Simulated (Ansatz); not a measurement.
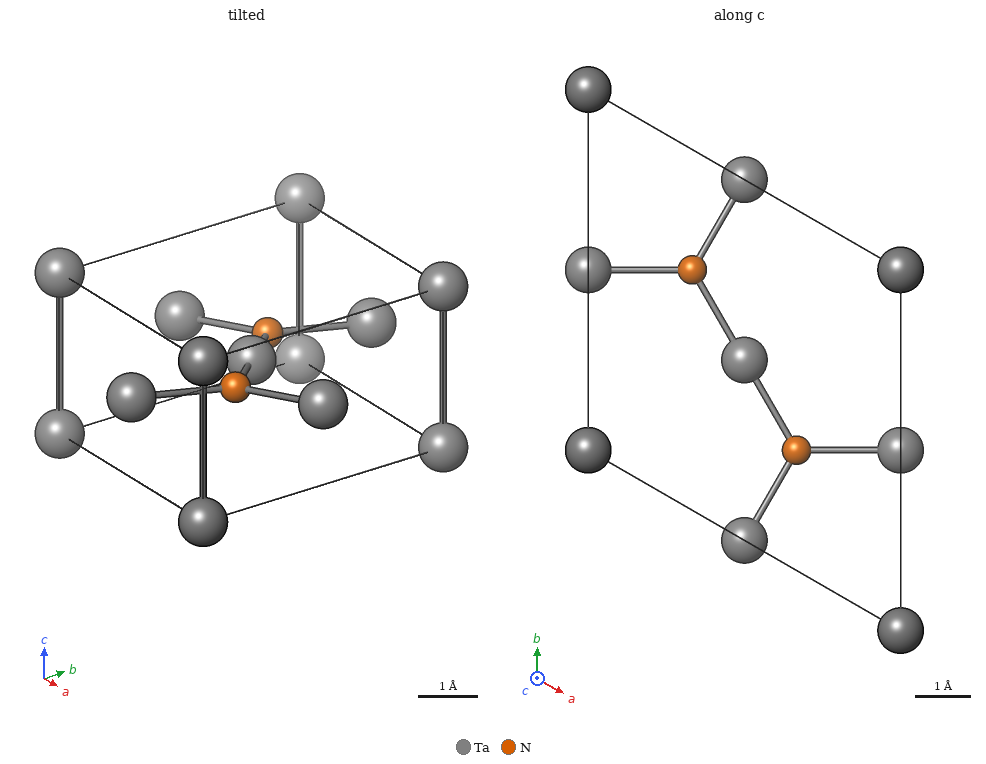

A ball-and-stick rendering, viewed slightly off an axis and along the c axis. The frame is the conventional unit cell; atoms at its boundary are shown with their periodic copies. Cell: a = 6.64 Å, b = 6.64 Å, c = 2.85 Å, α = 90.00°, β = 90.00°, γ = 120.00°.

The model was built from a random cell made by a generator, so it need not be a real form of the compound. Earlier steps of the study may have refined or changed the cell and positions. A calculation with Ansatz used it as input.

Q: What is this?

A: The formula is Ta₂N. Its lattice is primitive hexagonal, its space group P6/mmm (No. 191). The cell has 6 atoms, namely 4 Ta, 2 N. N is surrounded by three Ta in a trigonal planar arrangement at about 1.9 Å. Ta takes two kinds of site: 3g with two Ta and two N in a distorted square planar arrangement (about 2.8 Å to Ta, 1.9 Å to N); 1a with two Ta in a linear arrangement at about 2.8 Å. Not all metal-metal contacts are counted.

The numbers come from DFT PBE, scalar-relativistic, plane waves, PAW in Ansatz 0.2.0, using wavefunction cutoff 420 eV, k-point mesh 6×6×14, Gaussian smearing of 0.1 eV, no spin polarisation.

Q: Predict the gap.

A: A metal: bands cross the Fermi level.

Q: What net charge does each kind of atom have (Bader)?

A: Ta -0.02 to +1.09 e; N -1.62 e.

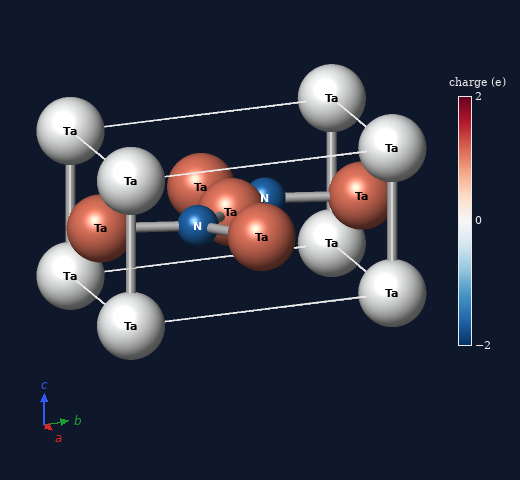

The atoms coloured by those charges. The run's cell of 6 atoms is drawn.

Q: Has the structure come to rest?

A: Yes. All forces vanish to within 0.01 eV/Å. The pressure is 0.0 GPa, close to zero.
